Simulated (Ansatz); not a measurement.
Run report: MgO, single-point calculation

MgO (P6₃/mmc, 4 atoms in the cell), computed with DFT PBE, scalar-relativistic, plane waves, PAW, no spin polarisation (Ansatz 0.2.0).

The structure derives from a Materials Project entry. It belongs to a series of runs on one base structure; here: a random strain and shift of atoms, as far as a chosen symmetry allows. Figures and captions count atoms from 1; the log counts them from 0 in places.

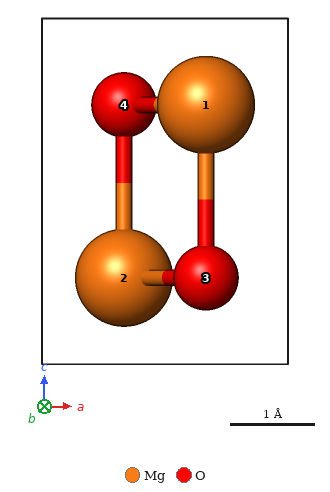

*The structure as given in the input (ball-and-stick view of the cell of the calculation, along the b axis; atoms are numbered from 1 in the order of the input).*

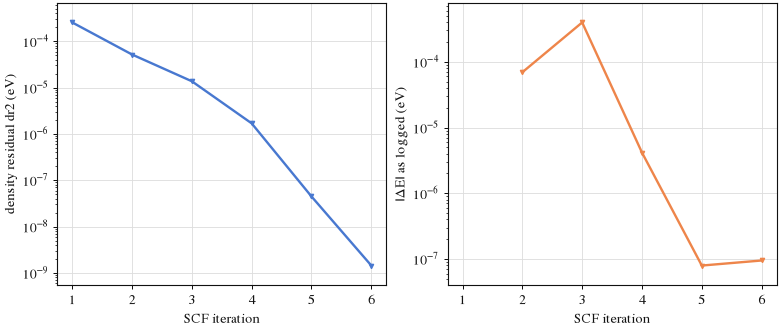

*Convergence of the self-consistent field: density residual dr2 and size of the energy change against the SCF iteration.*

The residual falls at every step.

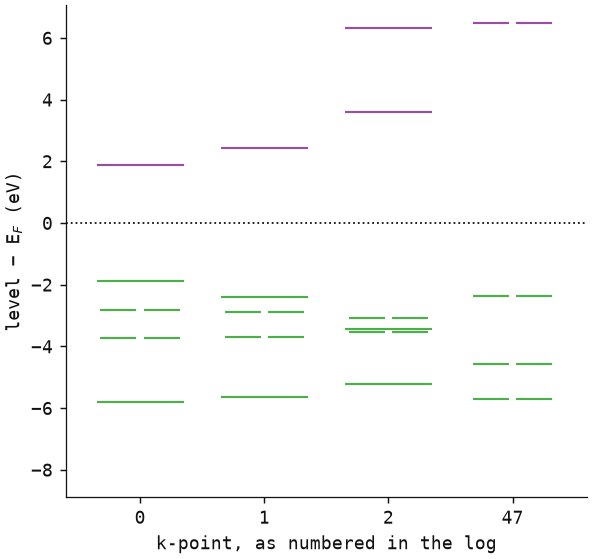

*Kohn–Sham levels near the Fermi level (dotted) at the few k-points that the log prints; levels within 0.02 eV of each other stand side by side.*

Among these points the highest filled and lowest empty levels are 3.79 eV apart, which is the gap on the mesh.

The input and output of the run follow.

### Input file
```yaml
crystal:
  lattice:
    - [3.3926640258, 0.0, 0.0]
    - [-1.6963320129, 2.9381332328, 0.0]
    - [0.0, 0.0, 4.1284060903]
  atoms:
    - { symbol: Mg, position: [0.66666667, 0.33333333, 0.75] }
    - { symbol: Mg, position: [0.33333333, 0.66666667, 0.25] }
    - { symbol: O, position: [0.66666667, 0.33333333, 0.25] }
    - { symbol: O, position: [0.33333333, 0.66666667, 0.75] }
basis:
  ecutwfc: 420
kpoints:
  mp_grid: { grid: [9, 9, 6] }
hamiltonian:
  xc: pbe
scf:
  occupations: { method: gaussian, width: 0.02 }
output:
  forces: true
  stress: true
  eigenvalues: true
```

### Output
```
Engine: ansatz 0.2.0, aarch64-unknown-linux-gnu
Pseudopotentials: kind: paw
Pseudopotential: Mg, paw, valence charge 10, recommended cutoff 420 eV (normal), Mg.paw.azcp
Pseudopotential: O, paw, valence charge 6, recommended cutoff 420 eV (normal), O.paw.azcp
Functional definition: PBE
  parameter kappa = 0.804
  parameter beta = 0.06672455060314922
  exchange = pbe_x(kappa = kappa, mu = beta*pi^2/3)
  correlation = pbe_c(beta = beta)
Crystal: 4 atoms, lattice volume = 41.152 Å³
Basis set: ecut = 420 eV, 805 PW (Γ), exchange–correlation on 48×48×60 points (8 copies of the dense FFT grid, shifted against one another)
Bands: 20, of which v1, the nominal top of the filled ones, is band 16 counted from 1 (15 counted from 0)
Symmetry: 24 space group operations
Space group: P63/mmc (ITA 194), of the structure as read, at distance tolerance 3.5e-5 Å
k-points: 48 of 486
Non-local potential: Mg, projectors of the file, l = 0: 3, l = 1: 2, l = 2: 1
Non-local potential: O, projectors of the file, l = 0: 2, l = 1: 2, l = 2: 1
PAW form: soft (Blöchl's): semilocal exchange-correlation on the pseudo side does not see the compensation charge
PAW one-centre angular grid: Mg, 110 points (default); XC on 64 Gauss nodes
PAW one-centre angular grid: O, 110 points (default); XC on 64 Gauss nodes
Initial density: superposition of atomic densities (neutral atoms: chi_scale 0, normalization atom), corrected by the library's trained network
Initial wavefunctions: pseudopotential atomic-orbital guess
Functional: x = pbe(κ = 0.804, μ = 0.2195149727645171), c = pbe(β = 0.06672455060314922)
SCF iter   1: F=—  HF=-4987.947466 eV  |F-HF|=—  |Δ(HF+E_count)|=         —  Δρ=1.28e-3  dr2=2.55e-4  ethr=1.77e-3  ⟨swp⟩=6.1  Hψ=4518  notcnv=0
preconditioner: auto → none  [insulator: Δε(μ)=3.780 eV  Ē_g=15.638 eV  σ=0.020 eV  W_gap=1.00  n_scr=8 (ndim 8)  ℏωp=23.2 eV  f_vac=0.044  D(μ)=0.00/eV (n_scr^D=0)  ε∞_Penn≈3.2]
SCF iter   2: F=—  HF=-4987.947397 eV  |F-HF|=—  |Δ(HF+E_count)|=   6.93e-5  Δρ=5.91e-4  dr2=5.18e-5  ethr=7.98e-7  ⟨swp⟩=2.2  Hψ=2355  notcnv=0
SCF iter   3: F=—  HF=-4987.947794 eV  |F-HF|=—  |Δ(HF+E_count)|=   3.97e-4  Δρ=2.48e-4  dr2=1.37e-5  ethr=1.62e-7  ⟨swp⟩=3.0  Hψ=1735  notcnv=0
SCF iter   4: F=—  HF=-4987.947798 eV  |F-HF|=—  |Δ(HF+E_count)|=   4.16e-6  Δρ=7.77e-5  dr2=1.69e-6  ethr=4.28e-8  ⟨swp⟩=2.0  Hψ=1344  notcnv=0
iter 5 did not close the SCF: its close was put off for the readings that it lacked (scf_convergence_deferred on its scf_iter line)
SCF iter   5: F=-4987.947798 eV  HF=-4987.947798 eV  |F-HF|=7.62e-8  |Δ(HF+E_count)|=   7.95e-8  Δρ=1.79e-5  dr2=4.46e-8  ethr=5.28e-9  ⟨swp⟩=2.0  Hψ=1273  notcnv=0
SCF iter   6: F=-4987.947798 eV  HF=-4987.947798 eV  |F-HF|=1.81e-9  |Δ(HF+E_count)|=   9.49e-8  Δρ=3.07e-6  dr2=1.44e-9  ethr=1.39e-10  ⟨swp⟩=2.0  Hψ=3251  notcnv=0
SCF 1 converged in 6 iterations: F = -4987.947798 eV  dr2 = 1.44e-9
  greatest PAW one-centre occupation: 1.000 electrons in one spin orbital (limit 2), on the Mg atom at site 1 (counted from 0), in its partial waves of l = 0
SCF converged after 6 iterations
Free energy (F): -4987.947798 eV
Harris-Foulkes:  -4987.947798 eV  (|F-HF|=1.81e-9)
Internal energy: -4987.947798 eV  (E = F + TS)
E sigma→0 (E₀):  -4987.947798 eV
Fermi energy:    8.872761 eV
--- Per-component energies (eV) ---
  E_band       = -620.589287
  E_kinetic    = 514.196102
  E_local      = -3564.726529  (includes V_loc(G=0)·N_el)
  E_nonlocal   = 286.210587
  E_hartree    = 1268.816663
  E_xc         = -211.061129
  E_vxc        = -270.458112  (∫ρ·V_xc dr)
  E_paw        = -899.623296  (= ΣΔE_a)
  E_vpaw       = -123.451801  (= ΣTr[D̂ρ^β])
  E_aug_tail   = 0.004983  (compensation charges beyond the density's cutoff)
  E_ewald      = -2381.765178
  E_smearing   = -0.000000  (= −TS)
  E_closure    = 0.000000  (closes the sum)
  Σ components = -4987.947798   (vs F -4987.947798, Δ=0.00e0)
--- Forces (eV/Å), atoms counted from 1 ---
  atom   1  Mg    -0.00000000     0.00000000     0.00000000
  atom   2  Mg    -0.00000000    -0.00000000     0.00000000
  atom   3  O      0.00000000     0.00000000     0.00000000
  atom   4  O     -0.00000000    -0.00000000     0.00000000
  max |Σ_I F_I| component: 3.73e-17 eV/Å
--- Stress (GPa, compression-positive) ---
       15.912650       0.000000       0.000000
        0.000000      15.912650       0.000000
        0.000000       0.000000      13.960180
  P = ⅓ Tr σ = 15.2618 GPa (152.618 kbar)
--- Band table (eV; the first three rows and the last of 48) ---
  k-point 0: bands = ["-65.0762", "-65.0596", "-31.8780", "-31.8435", "-31.8435", "-31.8103", "-31.8103", "-31.7815", "-10.2723", "-8.7268", "3.0731", "5.1286", "5.1286", "6.0519", "6.0519", "6.9785", "10.7671", "16.9785", "19.6350", "20.1127"]
  k-point 1: bands = ["-65.0751", "-65.0608", "-31.8723", "-31.8413", "-31.8413", "-31.8125", "-31.8125", "-31.7888", "-10.1678", "-8.8272", "3.2153", "5.1852", "5.1852", "5.9846", "5.9846", "6.4609", "11.3041", "16.4139", "20.0006", "20.0006"]
  k-point 2: bands = ["-65.0720", "-65.0638", "-31.8563", "-31.8352", "-31.8352", "-31.8185", "-31.8185", "-31.8081", "-9.8820", "-9.1055", "3.6606", "5.3434", "5.3434", "5.4289", "5.8046", "5.8046", "12.4551", "15.1989", "20.0164", "20.0164"]
  k-point 47: bands = ["-65.0666", "-65.0666", "-31.8867", "-31.8867", "-31.8394", "-31.8394", "-31.7915", "-31.7915", "-9.0736", "-9.0736", "3.1704", "3.1704", "4.2870", "4.2870", "6.5125", "6.5125", "15.3455", "15.3455", "18.4267", "18.4267"]
```

### Key numbers

```csv
quantity,value
outcome,converged
space group (tolerance 0.01 Å),P6₃/mmc (194)
electrons treated,32
free energy,−4987.9478 eV
Fermi energy,8.873 eV
gap on the k-point mesh,3.79 eV
pressure,15.26 GPa
largest force (length of the vector),under 0.001 eV/Å
hardware,"1 thread of an Arm (aarch64) CPU, shared host"
wall time,2.1 s
peak memory,0.3 GiB
```

### Notes

The cell is under a pressure of 15.3 GPa at this level, so it is not at its equilibrium volume.
